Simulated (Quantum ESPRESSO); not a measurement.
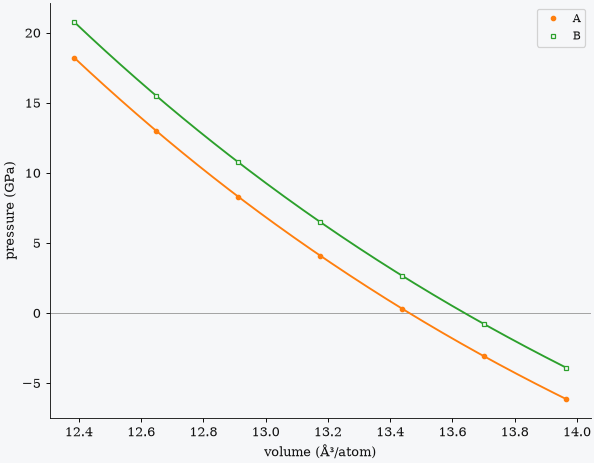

Plotted: pressure against volume, with one curve for each functional, for CeO₂ (space group Fm-3m). The labels are replaced by letters. In alphabetical order the cases are: PBE; rev-vdW-DF2.

Calculation (Quantum ESPRESSO 7.5): plane-wave DFT, collinear spins; energies at scaled volumes of the given cell, shape and fractions fixed, counted from the fit's minimum, third-order Birch-Murnaghan fit. All runs: collinear spin.

occupations Fermi–Dirac; smearing width 0.05 eV; potentials SSSP 1.3 efficiency PBE; wave cutoff 748.3 eV; density cutoff 5987 eV.

Which letter stands for which functional?

Answer. A: rev-vdW-DF2; B: PBE.

Caveats: may lie on a higher state; potentials made for another functional (rev-vdW-DF2).
